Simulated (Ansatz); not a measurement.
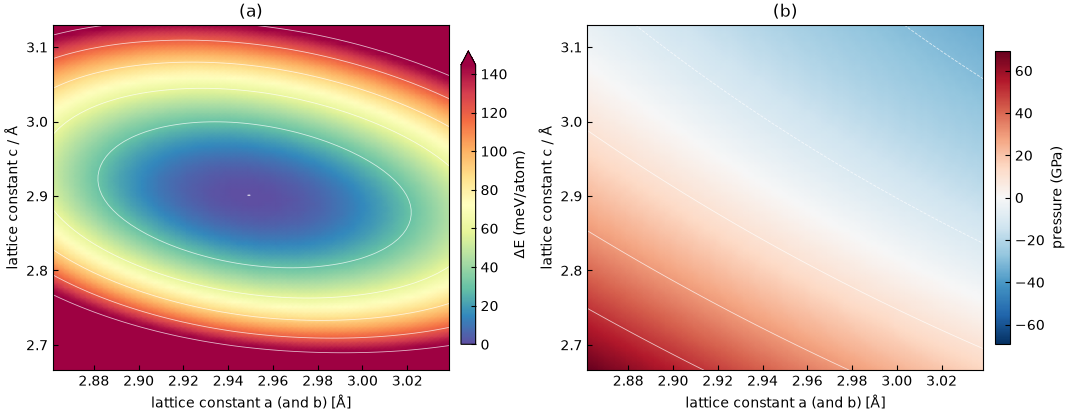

TaN (P-6m2, No. 187; 2 atoms in the cell). 
- The energy is mapped over the lattice constants a and c of the conventional cell.
- The first coordinate is: lattice constant a (and b); the second: lattice constant c.
- Nothing is relaxed (symmetry fixes all fractional coordinates).
- The grid has 5 × 5 points.
- Points are written as (first, second).
- Energies are in meV/atom, from the lowest grid point.
- All numbers below come from DFT PBE, scalar-relativistic, plane waves, PAW in Ansatz. Settings: cutoff 520 eV, k-mesh 18×18×16 in the order of the run's cell vectors, gaussian smearing 0.15 eV, no spin polarisation.

Panel (a) is the energy and panel (b) the computed pressure on the same grid.

Drawn: a smooth colour map with a few white contour lines, one colour for all values above the top of the scale. Between grid points the surface is interpolated.

How does the pressure vary over the map, and what is it at the lowest grid point?

It runs from −34 GPa at (3.039 Å, 3.130 Å) to 69 GPa at (2.862 Å, 2.666 Å). At the lowest grid point, (2.950 Å, 2.898 Å), it is 0 GPa.
